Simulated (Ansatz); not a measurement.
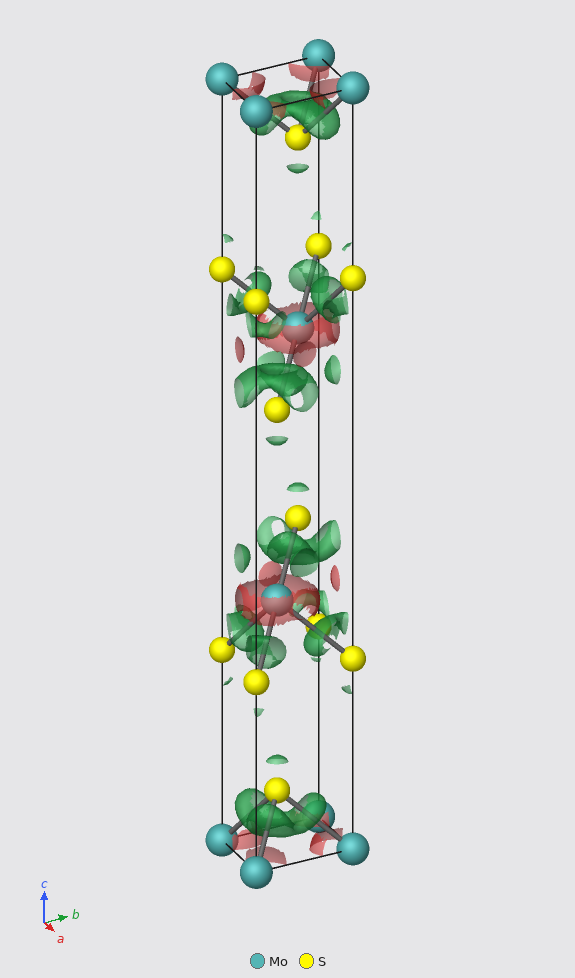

*MoS2. Deformation density (self-consistent density less superposed neutral spherical atoms): green surfaces at +0.08 and red ones at −0.08 e/Å³, in the conventional cell seen slightly off an axis (the regions close to the nuclei are left out). Cores are masked to 1.0 Å (Mo) and 0.7 Å (S).*

Space group R-3m; not relaxed (largest force 0.8 eV/Å); the calculation finds a residual pressure of about 7 GPa at this fixed cell.

The calculation used DFT r2SCAN, scalar-relativistic, plane waves, PAW in Ansatz 0.2.0.

Core electrons are frozen (PAW), so the fields are smoothed inside the atomic spheres.

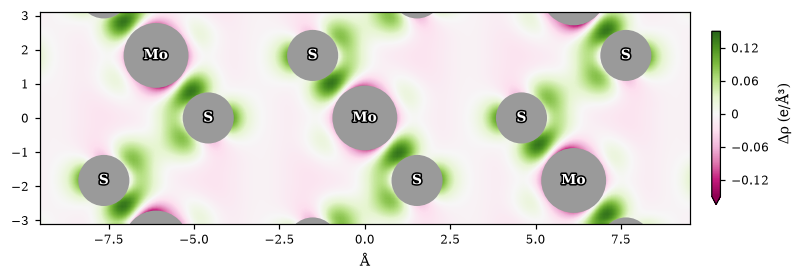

Also shown: a map on the (110) plane of the conventional cell, with grey discs over the atomic cores.

Q: Where does charge go when the atoms form this crystal?

A: Mo–S (2.39 Å): Δρ is +0.09 e/Å³ at the midpoint.
- Mo–Mo (3.17 Å): Δρ is +0.03 e/Å³ at the midpoint (this contact isn't in the plane drawn).
- Over the whole cell, outside the masked cores, the largest gain, 0.14 e/Å³, lies 0.9 Å from a sulfur nucleus and 1.5 Å from a molybdenum one, and the largest loss lies at the edge of the masked core of Mo.
- The rearranged charge, half the integral of |Δρ|, is about 0.26 e an atom.
- Bader charges: Mo +1.40 and S −0.70 e.
